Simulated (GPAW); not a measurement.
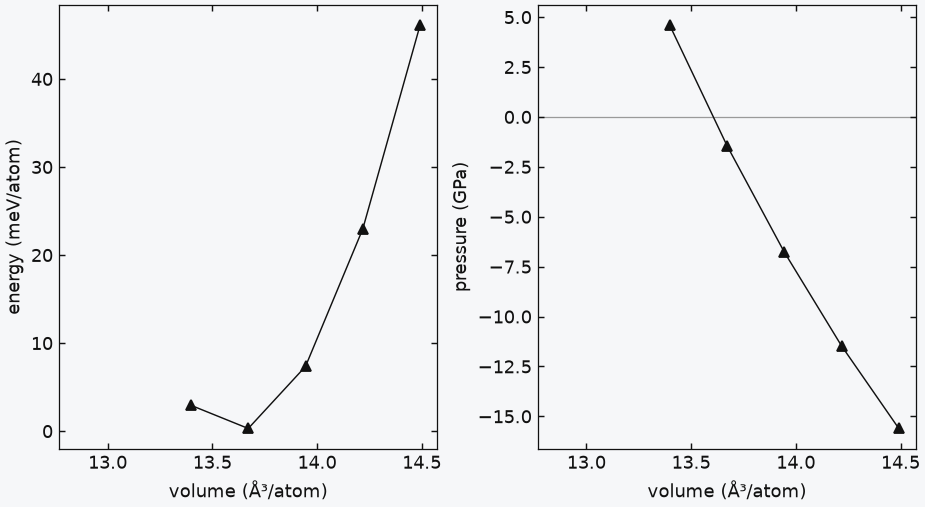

The plot gives the computed energy and pressure against volume for Rh, space group Fm-3m (No. 225).

Cell as given: a = 2.684 Å, b = 2.684 Å, c = 2.684 Å, α = 60.00°, β = 60.00°, γ = 60.00°; 1 atom.

Computed with GPAW 26.7.0: PAW DFT in plane waves, on a grid or in atomic orbitals, no spin polarisation; energies at scaled volumes of the given cell, shape and fractions fixed, counted from the fit's minimum, third-order Birch-Murnaghan fit. Level: PBEsol.

```json
{"setting": "k mesh", "value": "12×12×12"}
{"setting": "occupations", "value": "Fermi–Dirac"}
{"setting": "smearing width", "value": "0.05 eV"}
{"setting": "potentials", "value": "PAW data sets made by gpaw setup for the functional"}
{"setting": "wave cutoff", "value": "600 eV"}
{"setting": "program settings", "value": "basis pw"}
```

The points at volume 12.85 Å³/atom and 13.12 Å³/atom are left out of the plot. What values does the calculation give there?

| volume (Å³/atom) | energy (meV/atom) | pressure (GPa) |
| --- | --- | --- |
| 12.85 | 42.50 | 19.16 |
| 13.12 | 16.48 | 11.43 |
